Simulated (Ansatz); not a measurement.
Geometry relaxation of AlGa₃N₄ (part 2 of 2)

AlGa₃N₄ (Pm, 8 atoms in the cell); DFT PBEsol, scalar-relativistic, plane waves, PAW, no spin polarisation (Ansatz 0.2.0); cutoff 420 eV, 6×8×6 k-mesh, Gaussian smearing of 0.02 eV. The structure derives from a Materials Project entry.

Geometry of the input (Å; fractional positions):
```
5.1456  0.0000  0.0000
0.0000  3.1671  0.0000
-0.0037  0.0000  5.4837
Al 0.0005  0.5000  0.6673
Ga 0.4991  0.5000  0.3351
Ga 0.4991  0.0000  0.8313
Ga 0.9999  0.0000  0.1662
N  0.1192  0.5000  0.3413
N  0.1168  0.0000  0.8253
N  0.6202  0.0000  0.1662
N  0.6326  0.5000  0.6673
```

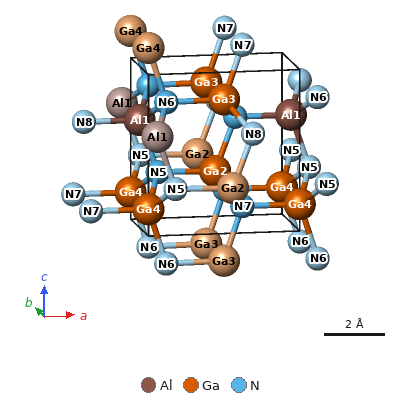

Fig. 1: The geometry at step 2 of the log (ball-and-stick view of the cell of the calculation, seen slightly off an axis; neighbours outside the cell are drawn fainter; atoms are numbered from 1 in the order of the input).

The program's output, continued:
```
SCF iter   1: F=—  HF=-13274.469240 eV  |F-HF|=—  |Δ(HF+E_count)|=         —  Δρ=4.33e-4  dr2=2.33e-4  ethr=3.56e-7  ⟨swp⟩=2.0  Hψ=14288  notcnv=0
preconditioner: auto → Resta (q_TF=auto, 2.568 Å⁻¹)  ε∞=4.7  [insulator: Δε(μ)=2.360 eV  Ē_g=16.136 eV  σ=0.020 eV  W_gap=1.00  n_scr=22 (ndim 8)  ℏωp=31.0 eV  f_vac=0.000  D(μ)=0.00/eV (n_scr^D=0)  ε∞_Penn≈4.7]
SCF iter   2: F=—  HF=-13274.469171 eV  |F-HF|=—  |Δ(HF+E_count)|=   6.95e-5  Δρ=1.86e-4  dr2=4.56e-5  ethr=3.56e-7  ⟨swp⟩=2.0  Hψ=4866  notcnv=0
SCF iter   3: F=—  HF=-13274.469158 eV  |F-HF|=—  |Δ(HF+E_count)|=   1.28e-5  Δρ=5.77e-5  dr2=3.70e-6  ethr=7.36e-8  ⟨swp⟩=2.0  Hψ=5038  notcnv=0
SCF iter   4: F=-13274.469157 eV  HF=-13274.469157 eV  |F-HF|=1.63e-7  |Δ(HF+E_count)|=   8.41e-7  Δρ=1.58e-5  dr2=3.02e-7  ethr=6.24e-10  ⟨swp⟩=7.2  Hψ=26957  notcnv=0
SCF 3 converged in 4 iterations: F = -13274.469157 eV  dr2 = 3.02e-7
relax step   3: F+E_penalty+E_count = -13274.46915677 eV  Δ(F+E_penalty+E_count) = -6.655e-4 eV  max|allowed force component| = 4.593e-3 eV/Å  Δτ_max = 0.0036 Å  P = +0.002 GPa  Ω = 89.165 Å³  energy of the carried Pulay correction = +6.512e-4 eV  (4 SCF iters, dr2 threshold 3.87e-7 eV, accepted)
Initial wavefunctions: pseudopotential atomic-orbital guess (no wavefunctions were taken with the density)
iter 1 solved again at ethr=3.49e-8 eV; its pass at ethr=3.10e-3 eV (dr2=2.16e-5 eV) is discarded
SCF iter   1: F=—  HF=-13274.468534 eV  |F-HF|=—  |Δ(HF+E_count)|=         —  Δρ=2.14e-5  dr2=3.52e-7  ethr=3.49e-8  ⟨swp⟩=3.0  Hψ=27018  notcnv=0
preconditioner: auto → Resta (q_TF=auto, 2.568 Å⁻¹)  ε∞=4.7  [insulator: Δε(μ)=2.359 eV  Ē_g=16.134 eV  σ=0.020 eV  W_gap=1.00  n_scr=22 (ndim 8)  ℏωp=31.0 eV  f_vac=0.000  D(μ)=0.00/eV (n_scr^D=0)  ε∞_Penn≈4.7]
SCF iter   2: F=—  HF=-13274.468525 eV  |F-HF|=—  |Δ(HF+E_count)|=   8.96e-6  Δρ=1.12e-5  dr2=9.39e-8  ethr=5.68e-10  ⟨swp⟩=2.0  Hψ=6952  notcnv=0
SCF iter   3: F=—  HF=-13274.468525 eV  |F-HF|=—  |Δ(HF+E_count)|=   9.56e-9  Δρ=5.11e-6  dr2=2.79e-8  ethr=1.52e-10  ⟨swp⟩=2.0  Hψ=5129  notcnv=0
SCF iter   4: F=—  HF=-13274.468525 eV  |F-HF|=—  |Δ(HF+E_count)|=   1.52e-9  Δρ=1.23e-6  dr2=1.39e-9  ethr=4.49e-11  ⟨swp⟩=2.1  Hψ=5262  notcnv=0
SCF iter   5: F=—  HF=-13274.468525 eV  |F-HF|=—  |Δ(HF+E_count)|=  3.31e-10  Δρ=4.88e-7  dr2=1.80e-10  ethr=2.24e-12  ⟨swp⟩=2.0  Hψ=6300  notcnv=0
SCF iter   6: F=-13274.468525 eV  HF=-13274.468525 eV  |F-HF|=8.37e-11  |Δ(HF+E_count)|=  4.73e-11  Δρ=2.51e-7  dr2=4.77e-11  ethr=1.00e-12  ⟨swp⟩=5.9  Hψ=17229  notcnv=0
SCF 4 converged in 6 iterations: F = -13274.468525 eV  dr2 = 4.77e-11
relax step   4: F+E_penalty+E_count = -13274.46852505 eV  Δ(F+E_penalty+E_count) = +6.317e-4 eV  max|allowed force component| = 4.495e-3 eV/Å  Δτ_max = 0.0000 Å  P = -0.008 GPa  Ω = 89.165 Å³  stress off target by 2.38e-2 GPa  SCF on the basis re-selected at this cell (its energy is not comparable with the rows above)  (6 SCF iters)
basis re-selected at this cell: Δ(F+E_penalty+E_count) = +6.317e-4 eV, ΔP = -0.010 GPa vs the last step (what re-selecting the basis moved, of the pressure what is left beyond the Pulay correction that the steps carried, after the strain that the cell walked since its last selection, with what the two solves' SCF thresholds leave and, on support functions, any second-order correction that the steps lacked; it is no measure of the basis error at this ecutwfc). This SCF's stress stands 2.38e-2 GPa from its target on what of the cell is left free (relax.cell.stress_tol is 5.00e-2 GPa) and its largest allowed force component is 4.49e-3 eV/Å (relax.f_tol is 1.00e-2 eV/Å): within both
SCF converged after 6 iterations
Free energy (F): -13274.468525 eV
Harris-Foulkes:  -13274.468525 eV  (|F-HF|=8.37e-11)
Internal energy: -13274.468525 eV  (E = F + TS)
E sigma→0 (E₀):  -13274.468525 eV
Fermi energy:    10.198686 eV
--- Per-component energies (eV) ---
  E_band       = -18.387328
  E_kinetic    = 898.914626
  E_local      = -6609.796932  (includes V_loc(G=0)·N_el)
  E_nonlocal   = 1482.335017
  E_hartree    = 3027.138568
  E_xc         = -483.762563
  E_vxc        = -509.075080  (∫ρ·V_xc dr)
  E_paw        = -6805.903736  (= ΣΔE_a)
  E_vpaw       = -1335.042013  (= ΣTr[D̂ρ^β])
  E_aug_tail   = 0.000144  (compensation charges beyond the density's cutoff)
  E_ewald      = -4786.114117
  E_core_change = 2.720468  (= ΣΔE_core)
  E_smearing   = -0.000000  (= −TS)
  E_closure    = -0.000000  (closes the sum)
  Σ components = -13274.468525   (vs F -13274.468525, Δ=0.00e0)
--- Forces (eV/Å), atoms counted from 1 ---
  atom   1  Al     0.00304087     0.00000000     0.00073399
  atom   2  Ga     0.00198764     0.00000000     0.00243732
  atom   3  Ga     0.00313271     0.00000000    -0.00068730
  atom   4  Ga    -0.00449613     0.00000000    -0.00048458
  atom   5  N     -0.00084911    -0.00000000     0.00061109
  atom   6  N     -0.00221999    -0.00000000    -0.00009405
  atom   7  N      0.00221389     0.00000000    -0.00106621
  atom   8  N     -0.00282096     0.00000000    -0.00145072
  max |Σ_I F_I| component: 1.11e-5 eV/Å
--- Stress (GPa, compression-positive) ---
        0.005601       0.000000      -0.003227
        0.000000      -0.006239       0.000000
       -0.003202       0.000000      -0.023427
  P = ⅓ Tr σ = -0.0080 GPa (-0.080 kbar)
--- Band table (eV; the first three rows and the last of 100) ---
  k-point 0: bands = ["-6.7967", "-5.8738", "-5.6695", "-5.4089", "-4.2899", "-4.2888", "-4.2755", "-4.2289", "-4.1867", "-4.1370", "-4.1311", "-4.0907", "-4.0360", "-3.9873", "-3.9822", "-3.9310", "-3.0829", "-2.9502", "-2.3991", "2.0858", "2.7460", "4.0029", "4.9597", "6.3941", "6.8395", "7.8954", "7.9832", "8.1629", "8.9344", "8.9906", "9.0193", "11.3781", "13.6345", "14.1884", "14.7312", "15.4130", "18.0320", "18.5738", "19.0545"]
  k-point 1: bands = ["-6.7238", "-5.8964", "-5.6758", "-5.4192", "-4.2887", "-4.2816", "-4.2603", "-4.2244", "-4.1829", "-4.1382", "-4.1354", "-4.0911", "-4.0395", "-3.9979", "-3.9876", "-3.9352", "-3.3560", "-2.8908", "-2.3278", "2.1938", "2.9717", "4.1853", "4.7413", "6.4810", "7.1839", "7.5044", "7.8099", "8.1706", "8.4127", "8.8898", "8.9642", "11.8995", "14.0038", "14.2672", "14.8654", "15.4827", "17.8676", "18.3470", "18.7663"]
  k-point 2: bands = ["-6.5253", "-6.0072", "-5.6785", "-5.4396", "-4.2836", "-4.2672", "-4.2142", "-4.2066", "-4.1780", "-4.1448", "-4.1374", "-4.0910", "-4.0493", "-4.0204", "-4.0010", "-3.9409", "-3.7543", "-2.7798", "-2.3490", "2.4973", "3.3801", "4.1681", "5.1808", "6.4042", "6.7246", "7.3610", "7.5102", "7.8065", "8.2867", "8.7036", "8.8133", "12.8184", "14.1615", "14.7778", "15.1969", "15.8756", "17.2529", "17.8720", "18.1856"]
  k-point 99: bands = ["-5.8252", "-5.6558", "-5.5706", "-5.1928", "-4.2717", "-4.2428", "-4.1659", "-4.1620", "-4.1250", "-4.1155", "-4.0764", "-4.0367", "-4.0231", "-3.9524", "-3.9415", "-3.1935", "-2.7458", "-2.6557", "-2.5487", "2.3054", "2.4302", "2.4734", "3.1997", "6.9469", "7.0573", "7.1619", "7.1776", "7.2517", "7.2821", "7.3589", "7.3771", "13.3352", "13.4160", "13.4859", "13.8866", "16.2126", "16.8531", "17.0397", "17.9789"]
--- Relaxed structure (3 steps of the walk, 3 accepted, 1 SCFs on fresh bases) ---
  F+E_penalty+E_count = -13274.46852505 eV   max|allowed force component| = 4.495e-3 eV/Å   (the final SCF, on the basis selected at the relaxed cell)
  cell:  # Å, volume = 89.1650 Å³
    - [5.142351199378413, 0.0, 0.00012150269618256802]
    - [0.0, 3.1649848005895387, 0.0]
    - [-0.0035856897550501942, 0.0, 5.478494137720859]
  atoms:
    - { symbol: Al, position: [0.0006034227281435134, 0.5, 0.6673576245453973] }
    - { symbol: Ga, position: [0.49911670301229505, 0.5, 0.3349195795854369] }
    - { symbol: Ga, position: [0.4990273844596156, 0.0, 0.8315570005393788] }
    - { symbol: Ga, position: [0.999861781252532, 0.0, 0.16618052836144362] }
    - { symbol: N, position: [0.11966875375908276, 0.5, 0.3400974154349172] }
    - { symbol: N, position: [0.11764597918363669, 0.0, 0.8263760591700833] }
    - { symbol: N, position: [0.6204436391788348, 0.0, 0.16621628685418485] }
    - { symbol: N, position: [0.631232346425859, 0.5, 0.6672965055091581] }
```

Trajectory as extended XYZ (Å, eV, eV/Å), 4 frames, from step=1 to step=4:
```
8
Lattice="5.1456 0.0000 0.0000 0.0000 3.1671 0.0000 -0.0037 0.0000 5.4837" Properties=species:S:1:pos:R:3:forces:R:3 step=1 energy=-13274.46651 pressure_GPa=-0.43
Al    0.0001    1.5835    3.6593    0.0207   0.0000   0.0219
Ga    2.5671    1.5835    1.8378   -0.0034   0.0000   0.0082
Ga    2.5653    0.0000    4.5587   -0.0073   0.0000  -0.0080
Ga    5.1445    0.0000    0.9116    0.0022   0.0000  -0.0102
N     0.6123    1.5835    1.8716    0.0526   0.0000  -0.1468
N     0.5981    0.0000    4.5255    0.0983   0.0000   0.1351
N     3.1909    0.0000    0.9111   -0.0044   0.0000  -0.0032
N     3.2526    1.5835    3.6591   -0.1586   0.0000   0.0030
8
Lattice="5.1437 0.0000 -0.0002 0.0000 3.1660 0.0000 -0.0039 0.0000 5.4796" Properties=species:S:1:pos:R:3:forces:R:3 step=2 energy=-13274.46849 pressure_GPa=-0.15
Al   -0.0001    1.5830    3.6566    0.0224   0.0000   0.0158
Ga    2.5661    1.5830    1.8356   -0.0068   0.0000   0.0064
Ga    2.5643    0.0000    4.5557   -0.0123   0.0000  -0.0053
Ga    5.1420    0.0000    0.9108    0.0053   0.0000  -0.0097
N     0.6132    1.5830    1.8667    0.0224   0.0000  -0.0709
N     0.6002    0.0000    4.5253    0.0407   0.0000   0.0639
N     3.1897    0.0000    0.9106    0.0070   0.0000   0.0000
N     3.2478    1.5830    3.6563   -0.0786   0.0000  -0.0001
8
Lattice="5.1424 0.0000 0.0001 0.0000 3.1650 0.0000 -0.0036 0.0000 5.4785" Properties=species:S:1:pos:R:3:forces:R:3 step=3 energy=-13274.46916 pressure_GPa=0.00
Al    0.0007    1.5825    3.6561    0.0030   0.0000   0.0006
Ga    2.5654    1.5825    1.8349    0.0020   0.0000   0.0027
Ga    2.5632    0.0000    4.5557    0.0033   0.0000  -0.0010
Ga    5.1410    0.0000    0.9105   -0.0046   0.0000  -0.0002
N     0.6142    1.5825    1.8632   -0.0009   0.0000   0.0006
N     0.6020    0.0000    4.5273   -0.0023   0.0000  -0.0001
N     3.1899    0.0000    0.9107    0.0024   0.0000  -0.0009
N     3.2436    1.5825    3.6559   -0.0030   0.0000  -0.0016
8
Lattice="5.1424 0.0000 0.0001 0.0000 3.1650 0.0000 -0.0036 0.0000 5.4785" Properties=species:S:1:pos:R:3:forces:R:3 step=4 energy=-13274.46853 pressure_GPa=-0.01
Al    0.0007    1.5825    3.6561    0.0030   0.0000   0.0007
Ga    2.5654    1.5825    1.8349    0.0020   0.0000   0.0024
Ga    2.5632    0.0000    4.5557    0.0031   0.0000  -0.0007
Ga    5.1410    0.0000    0.9105   -0.0045   0.0000  -0.0005
N     0.6142    1.5825    1.8632   -0.0008   0.0000   0.0006
N     0.6020    0.0000    4.5273   -0.0022   0.0000  -0.0001
N     3.1899    0.0000    0.9107    0.0022   0.0000  -0.0011
N     3.2436    1.5825    3.6559   -0.0028   0.0000  -0.0015
```

Key numbers:

| quantity | value |
| --- | --- |
| outcome | converged |
| space group (tolerance 0.01 Å) | Pm (6) |
| electrons treated | 62 |
| free energy | −13274.4685 eV |
| Fermi energy | 10.199 eV |
| gap on the k-point mesh | 2.36 eV |
| pressure | −0.01 GPa |
| final volume | 89.17 Å³ |
| largest force (length of the vector) at the end | 0.005 eV/Å |
| final cell | a = 5.142 Å, b = 3.165 Å, c = 5.478 Å, α = 90.00°, β = 90.04°, γ = 90.00° |
| hardware | 2 threads of AMD EPYC (Zen 3), 64 GiB of memory available, shared host |
| wall time | 52 s (CPU time 99 s) |
| peak memory | 0.6 GiB |
